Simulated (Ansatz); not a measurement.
System: Ti.

Input

```
crystal:
  lattice:
    - [2.8796889001, 0.0, 0.0]
    - [-1.43984445, 2.5956749156, 0.0]
    - [0.0, 0.0, 4.6506340139]
  atoms:
    - { symbol: Ti, position: [0.3333333333, 0.6666666667, 0.25] }
    - { symbol: Ti, position: [0.6666666667, 0.3333333333, 0.75] }
basis:
  ecutwfc: 420
kpoints:
  mp_grid: { grid: [24, 24, 14] }
hamiltonian:
  xc: pbe
scf:
  occupations: { method: gaussian, width: 0.15 }
output:
  forces: true
  stress: true
  eigenvalues: true
  write_density: true
  write_potential: true
  elf: true
  volumetric_format: npy
```

Launched as:

```sh
ansatz run input.yaml --threads 1 --pin off --max-ram 2560MiB --backend cpu --events-out ev --progress --plain --runs-dir out
```

Below, planes, directions and counts refer to the conventional cell (a = 2.88 Å, b = 5.19 Å, c = 4.65 Å, α = 90.00°, β = 90.00°, γ = 90.00°).

Space group Cmcm; changed on purpose from its base cell (strain -0.0200 x Voigt [1, -1, 0, 0, 0, 0], atoms carried along); computed without spin polarisation.

Theory: DFT PBE, scalar-relativistic, plane waves, PAW in Ansatz.

**What can the converged valence pseudo-density and electron localisation function tell about the bonding?**

Ti–Ti (2.90 Å): ρ is about 0.18 e/Å³ halfway; the ELF is about 0.20 at the midpoint; no localised pair shows between them.
The ELF has a maximum of about 0.75 in the space between the atoms, 2.0 Å from six Ti atoms, on no atom or two-centre bond.

**Metal or insulator at this level of theory?**

It is metallic or semimetallic at this level of theory: no gap opens.

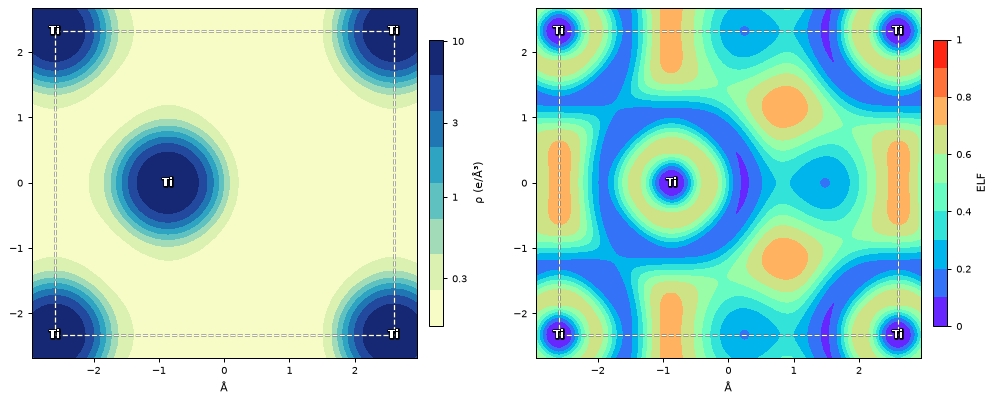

Computed valence pseudo-density and electron localisation function on the (100) plane of the conventional cell, in this order. 
